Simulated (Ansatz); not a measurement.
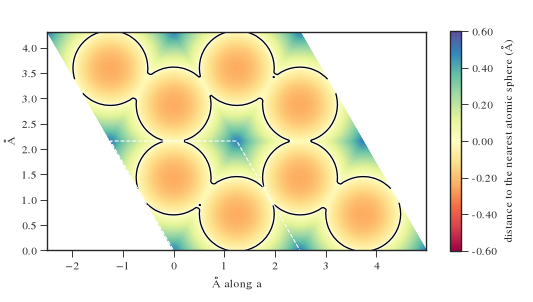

Map of the distance to the nearest atomic sphere in Co (P6_3/mmc, No. 194), computed on the section z = 0.000 (parallel to a and b; the dashed line is one cell). The black line marks the spheres' surfaces; positive values are empty space; unlabelled circles belong to atoms above or below the section.

Hard-sphere model; metallic radii: Co 1.25 Å.

Origin of the cell: the geometry relaxed with Ansatz, DFT PBE, scalar-relativistic, plane waves, PAW.

```xyz
2
Lattice="2.4932 0.0000 0.0000 -1.2466 2.1592 0.0000 0.0000 0.0000 4.0321" Properties=species:S:1:pos:R:3 pbc="T T T"
Co    1.2466    0.7197    1.0080
Co    0.0000    1.4394    3.0241
```

**Where is the largest hole in this section, and how large is it?**

At 0.000, 0.000, 0.000 (fractional), where the distance reaches 0.51 Å; it is enclosed by 6 Co in an octahedral arrangement. It is the largest hole of the crystal.

**How much of the crystal lies outside the spheres?**

About 25 % of the cell's volume, and 37 % of this section's area.

**What can pass through?**

The largest sphere that fits anywhere has a diameter of 1.01 Å; the largest that can travel through the crystal, about 0.4 Å.
